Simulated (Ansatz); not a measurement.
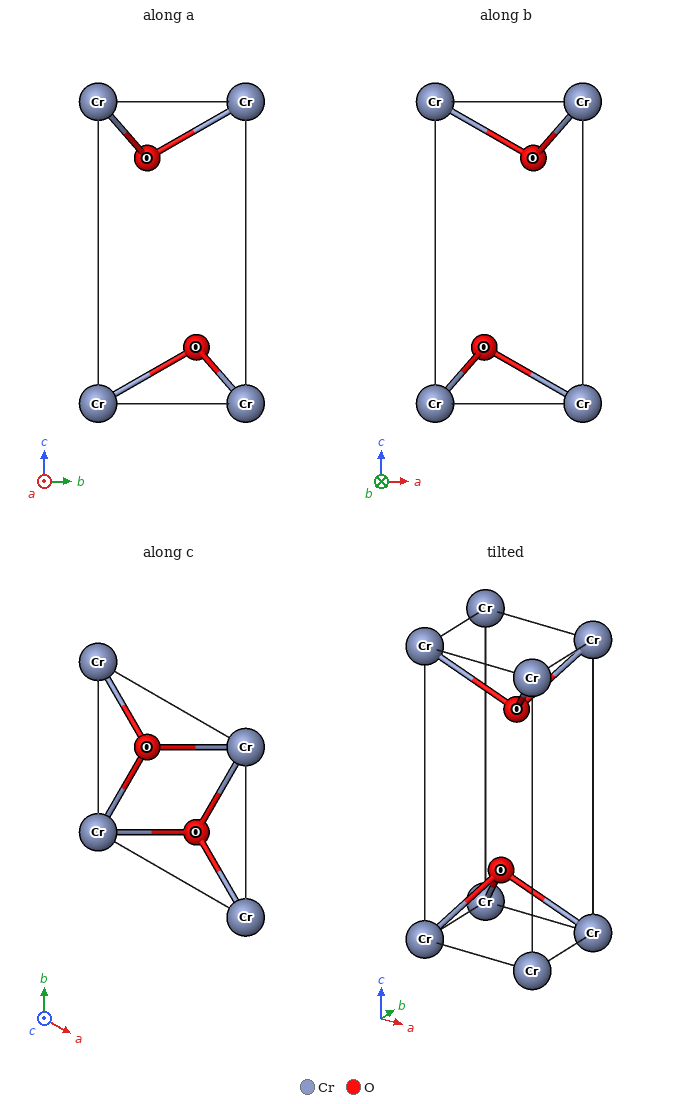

This ball-and-stick model is shown along the a axis, along the b axis, along the c axis and slightly off an axis. The edges of the conventional unit cell are marked.

Lattice parameters: a = 2.858 Å, b = 2.858 Å, c = 5.063 Å, α = 90.00°, β = 90.00°, γ = 120.00°.

### Put the structure into a table of Wyckoff sites, with free fractional coordinates to two decimals.

Space group P-3m1 (No. 164).
```csv
atom,site,x,y,z
Cr,1a,0.00,0.00,0.00
O,2d,0.3333,0.6667,0.19
```

Its origin is a structure type filled with these elements by a generator (whether the compound takes this form wasn't checked). It was relaxed at fixed volume with DFT PBEsol, scalar-relativistic, plane waves, PAW in Ansatz 0.2.0.
